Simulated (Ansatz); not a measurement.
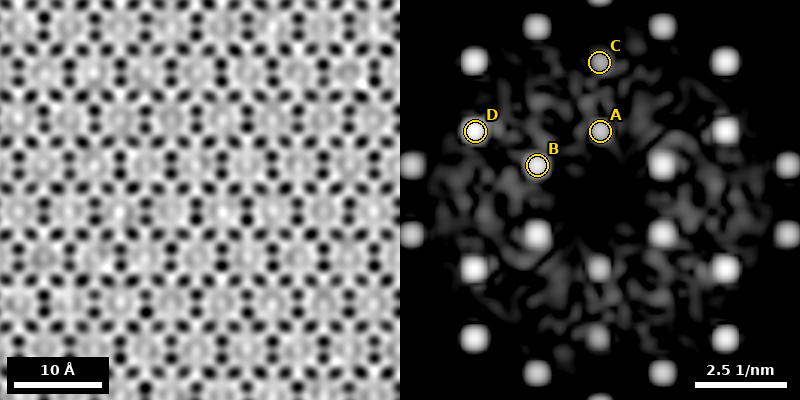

HRTEM-like image of Hg (P6_3/mmc, No. 194) along [101]. Simulated in the weak-phase-object approximation with neutral-atom potentials: 300 kV, Cs = 0.60 mm, defocus −412 Å (negative is underfocus), defocus spread 40 Å, aperture 0.58 1/Å. The speckle of an amorphous layer was added. Model: the geometry relaxed with Ansatz 0.2.0, DFT, BLYP, plane waves (420 eV) with PAW, scalar-relativistic; the starting structure was generated, so it need not be a known form of this composition.

The right panel is the modulus of the image's Fourier transform on a logarithmic scale.

a = 6.084 Å, b = 6.084 Å, c = 19.287 Å, α = 90.00°, β = 90.00°, γ = 120.00°

Question: Index the marked spots and give their plane spacings (the zone axis points at the viewer; indices equivalent by symmetry, or all signs reversed, are as good).

Answer: A: (010), d = 5.27 Å; B: (-1 1 1), d = 5.08 Å; C: (020), d = 2.63 Å; D: (-2 2 2), d = 2.54 Å. A and B enclose 61°, and every spot obeys the zone law hu + kv + lw = 0 for [101].
